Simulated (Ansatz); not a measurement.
Single-point calculation of Ge

System: Ge (Fmmm, 4 atoms in the cell).
Method: DFT PBEsol, scalar-relativistic, plane waves, PAW, no spin polarisation (Ansatz 0.2.0).

The structure derives from a Materials Project entry. It belongs to a series of runs on one base structure; here: ratio of the length along z to the lengths across it x 0.92, volume and fractional coordinates fixed. Figures and captions count atoms from 1; the log counts them from 0 in places.

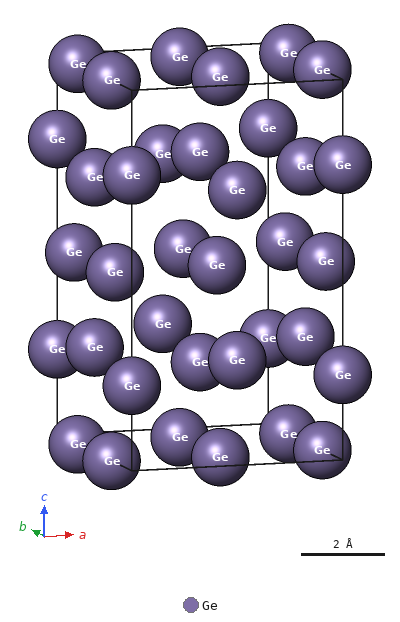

**Figure 1.** The input geometry (spheres-only view of the cell 4 times as large as that of the calculation, set on its symmetry axes, seen slightly off an axis). An atom can appear more than once, as a periodic image.

### Results in brief

- outcome: converged
- space group (tolerance 0.01 Å): Fmmm (69)
- electrons treated: 56
- free energy: −17013.2022 eV
- Fermi energy: 11.172 eV
- gap on the k-point mesh: none (metallic)
- pressure: 0.58 GPa
- largest force (length of the vector): 0.299 eV/Å
- hardware: 1 thread of Intel Xeon @ 2.50GHz (Skylake/Cascade Lake), 192 GiB of memory available, shared host
- wall time: 90 s
- peak memory: 0.95 GiB

### The input
```yaml
crystal:
  lattice:
    - [0.0, 2.9314683247, 4.6697564013]
    - [2.6856843241, 0.0, 4.6697564013]
    - [2.6856843241, 2.9314683247, 0.0]
  atoms:
    - { symbol: Ge, position: [0.776317317, 0.776317317, 0.223682683] }
    - { symbol: Ge, position: [0.223682683, 0.223682683, 0.776317317] }
    - { symbol: Ge, position: [0.2727382667, 0.7272617333, 0.2727382667] }
    - { symbol: Ge, position: [0.7272617333, 0.2727382667, 0.7272617333] }
basis:
  ecutwfc: 420
kpoints:
  mp_grid: { grid: [14, 14, 14] }
hamiltonian:
  xc: pbesol
scf:
  occupations: { method: gaussian, width: 0.15 }
output:
  forces: true
  stress: true
  eigenvalues: true
  write_density: true
  write_potential: true
  elf: true
  volumetric_format: npy
```

Command:
```bash
ansatz run input.yaml --threads 1 --pin off --max-ram 2560MiB --backend cpu --events-out ev --progress --plain --runs-dir out
```

### Output
```
Engine: ansatz 0.2.0, x86_64-unknown-linux-gnu
Pseudopotentials: kind: paw
Pseudopotential: Ge, paw, valence charge 14, recommended cutoff 420 eV (normal), Ge.paw.azcp
Functional definition: PBEsol
  exchange = pbesol_x
  correlation = pbesol_c
Crystal: 4 atoms, lattice volume = 73.530 Å³
Basis set: ecut = 420 eV, 1431 PW (Γ), exchange–correlation on 80×80×54 points (8 copies of the dense FFT grid, shifted against one another)
Bands: 34, of which v1, the nominal top of the filled ones, is band 28 counted from 1 (27 counted from 0)
Symmetry: 8 space group operations
Space group: Fmmm (ITA 69), of the structure as read, at distance tolerance 4.2e-5 Å
k-points: 428 of 2744
Non-local potential: Ge, projectors of the file, l = 0: 2, l = 1: 2, l = 2: 3, l = 3: 1
PAW form: soft (Blöchl's): semilocal exchange-correlation on the pseudo side does not see the compensation charge
PAW frozen core: Ge, regenerated for the run's functional, and the local potential with it (the file was generated under x = pbe(κ = 0.804, μ = 0.2195149727645171), c = pbe(β = 0.06672455060314922))
PAW one-centre angular grid: Ge, 590 points (default); XC on 64 Gauss nodes
Initial density: superposition of atomic densities (neutral atoms: chi_scale 0, normalization atom), corrected by the library's trained network
Initial wavefunctions: pseudopotential atomic-orbital guess
Functional: x = pbesol(κ = 0.804, μ = 0.12345679012345678), c = pbesol(β = 0.046)
SCF iter   1: F=—  HF=-17013.204710 eV  |F-HF|=—  |Δ(HF+E_count)|=         —  Δρ=2.15e-3  dr2=1.91e-3  ethr=1.77e-3  ⟨swp⟩=5.4  Hψ=53370  notcnv=0  defer=5
preconditioner: auto → Kerker (q_TF=auto, 2.607 Å⁻¹)  [metal: Δε(μ)=0.007 eV  Ē_g=22.532 eV  σ=0.150 eV  W_gap=0.03  n_scr=26 (ndim 8)  ℏωp=32.4 eV  f_vac=0.000  D(μ)=1.62/eV (n_scr^D=10)]
SCF iter   2: F=—  HF=-17013.202174 eV  |F-HF|=—  |Δ(HF+E_count)|=   2.54e-3  Δρ=1.06e-3  dr2=5.83e-4  ethr=3.40e-6  ⟨swp⟩=2.0  Hψ=27811  notcnv=0  defer=5
SCF iter   3: F=—  HF=-17013.202185 eV  |F-HF|=—  |Δ(HF+E_count)|=   1.14e-5  Δρ=5.68e-4  dr2=2.07e-4  ethr=1.04e-6  ⟨swp⟩=1.0  Hψ=14082  notcnv=0  defer=5
SCF iter   4: F=—  HF=-17013.202171 eV  |F-HF|=—  |Δ(HF+E_count)|=   1.36e-5  Δρ=8.70e-5  dr2=5.16e-6  ethr=3.70e-7  ⟨swp⟩=2.0  Hψ=15996  notcnv=0  defer=5
SCF iter   5: F=—  HF=-17013.202173 eV  |F-HF|=—  |Δ(HF+E_count)|=   1.86e-6  Δρ=2.96e-5  dr2=4.67e-7  ethr=9.21e-9  ⟨swp⟩=2.0  Hψ=26077  notcnv=0  defer=5
SCF iter   6: F=-17013.202173 eV  HF=-17013.202173 eV  |F-HF|=8.28e-9  |Δ(HF+E_count)|=   6.35e-7  Δρ=9.63e-6  dr2=4.40e-8  ethr=1.79e-10  ⟨swp⟩=10.0  Hψ=115440  notcnv=0
SCF 1 converged in 6 iterations: F = -17013.202173 eV  dr2 = 4.40e-8
  greatest PAW one-centre occupation: 0.998 electrons in one spin orbital (limit 2), on the Ge atom at site 1 (counted from 0), in its partial waves of l = 2
SCF converged after 6 iterations
Free energy (F): -17013.202173 eV
Harris-Foulkes:  -17013.202173 eV  (|F-HF|=8.28e-9)
Internal energy: -17013.183951 eV  (E = F + TS)
E sigma→0 (E₀):  -17013.193062 eV
Entropy (-TS):   -0.018222 eV (-4.555 meV/atom)
Fermi energy:    11.172164 eV
--- Per-component energies (eV) ---
  E_band       = -444.898789
  E_kinetic    = 445.083175
  E_local      = -8571.017318  (includes V_loc(G=0)·N_el)
  E_nonlocal   = 1672.274684
  E_hartree    = 3752.970617
  E_xc         = -301.325282
  E_vxc        = -260.539077  (∫ρ·V_xc dr)
  E_paw        = -7907.592604  (= ΣΔE_a)
  E_vpaw       = -1236.641563  (= ΣTr[D̂ρ^β])
  E_aug_tail   = 0.001279  (compensation charges beyond the density's cutoff)
  E_ewald      = -6107.250247
  E_core_change = 3.671745  (= ΣΔE_core)
  E_smearing   = -0.018222  (= −TS)
  E_closure    = 0.000000  (closes the sum)
  Σ components = -17013.202173   (vs F -17013.202173, Δ=0.00e0)
--- Forces (eV/Å), atoms counted from 1 ---
  atom   1  Ge     0.00000000     0.00000000    -0.29899469
  atom   2  Ge     0.00000000     0.00000000     0.29899469
  atom   3  Ge     0.00000000     0.17695974     0.00000000
  atom   4  Ge     0.00000000    -0.17695974     0.00000000
  max |Σ_I F_I| component: 5.55e-17 eV/Å
--- Stress (GPa, compression-positive) ---
       -4.542659       0.000000       0.000000
        0.000000       1.007206       0.000000
        0.000000       0.000000       5.269908
  P = ⅓ Tr σ = 0.5782 GPa (5.782 kbar)
--- Band table (eV; the first three rows and the last of 428) ---
  k-point 0: bands = ["-13.5681", "-13.5401", "-13.5250", "-13.5244", "-13.5127", "-13.4858", "-13.4848", "-13.4352", "-13.4217", "-13.3983", "-13.3951", "-13.3830", "-13.3588", "-13.3497", "-13.3269", "-13.3268", "-13.3239", "-13.2959", "-13.2634", "-13.2486", "-2.2417", "3.8713", "5.2286", "6.8610", "7.4592", "8.1887", "8.5235", "9.1672", "9.3511", "13.8875", "14.2809", "14.4446", "17.3779", "17.6482"]
  k-point 1: bands = ["-13.5652", "-13.5387", "-13.5289", "-13.5188", "-13.5115", "-13.4843", "-13.4828", "-13.4336", "-13.4214", "-13.3999", "-13.3942", "-13.3825", "-13.3594", "-13.3509", "-13.3290", "-13.3278", "-13.3246", "-13.2974", "-13.2654", "-13.2516", "-2.1857", "3.7788", "5.3408", "6.4435", "7.1156", "8.3250", "8.7655", "9.3524", "9.5837", "13.9630", "14.1251", "14.6914", "16.9362", "17.9822"]
  k-point 2: bands = ["-13.5568", "-13.5344", "-13.5320", "-13.5108", "-13.5081", "-13.4803", "-13.4767", "-13.4292", "-13.4204", "-13.4032", "-13.3930", "-13.3809", "-13.3610", "-13.3548", "-13.3344", "-13.3310", "-13.3273", "-13.3018", "-13.2718", "-13.2596", "-2.0176", "3.5991", "5.1469", "5.9346", "6.7402", "8.4330", "9.0801", "9.8238", "10.1714", "13.2824", "14.7346", "15.4564", "16.0183", "18.0976"]
  k-point 427: bands = ["-13.5440", "-13.5198", "-13.4933", "-13.4854", "-13.4654", "-13.4603", "-13.4500", "-13.4364", "-13.4329", "-13.4207", "-13.4093", "-13.3798", "-13.3696", "-13.3624", "-13.3573", "-13.3497", "-13.3428", "-13.3364", "-13.2902", "-13.2641", "-0.6818", "-0.3770", "5.7027", "5.7886", "8.8453", "8.9533", "12.3024", "12.5856", "12.8861", "12.9886", "13.6356", "13.6691", "16.1034", "16.3352"]
```

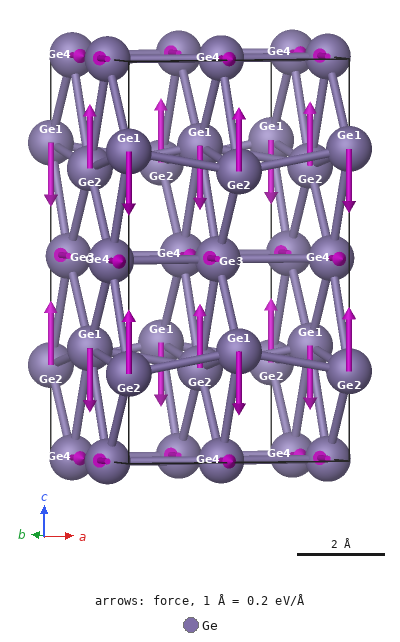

**Figure 2.** Forces on the atoms as pink arrows (ball-and-stick view of the cell 4 times as large as that of the calculation, set on its symmetry axes, seen at an oblique angle; atoms are numbered from 1 in the order of the input). The largest act on Ge1, Ge2 (0.30 eV/Å); Ge3, Ge4 (0.18 eV/Å). The geometry is not a stationary point of this energy.

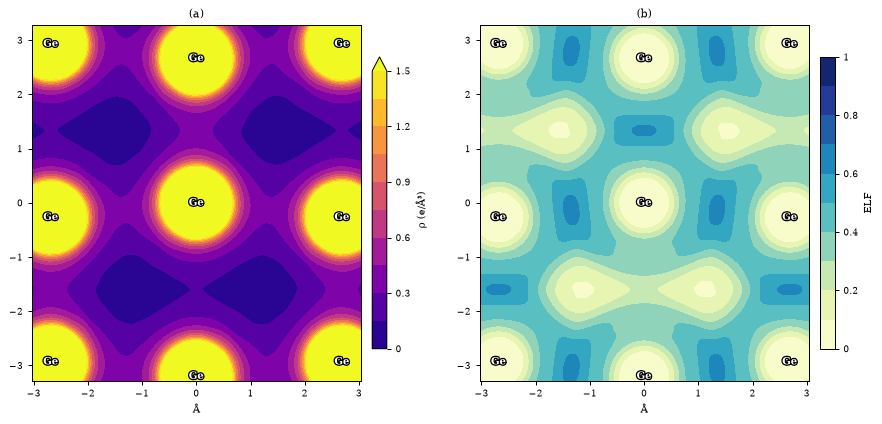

**Figure 3.** (a) valence electron density; (b) ELF on the (001) plane of the conventional cell. The section cuts through Ge sites. Ge–Ge (2.70 Å): ρ is about 0.32 e/Å³ halfway; the ELF peaks at about 0.65 between the atoms. Away from the nuclei the density in this plane falls to 0.06 e/Å³ at its lowest. In a PAW calculation such maps are meaningful between the atoms, not at the nuclei.

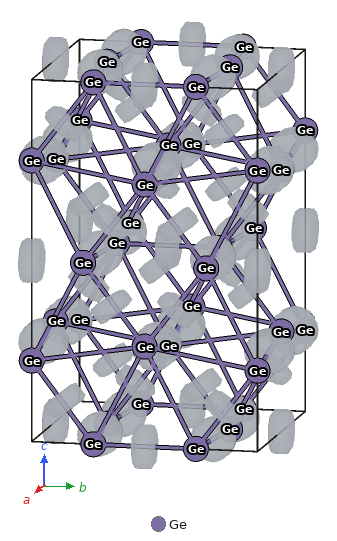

**Figure 4.** Isosurface of the ELF at 0.5 (grey), seen slightly off an axis. Only the valence region is drawn (cores and ρ < 0.01 e/Å³ removed). Sticks mark near contacts. The outline is the cell set on symmetry axes. Ge–Ge (2.70 Å): the ELF peaks at about 0.65 between the atoms.
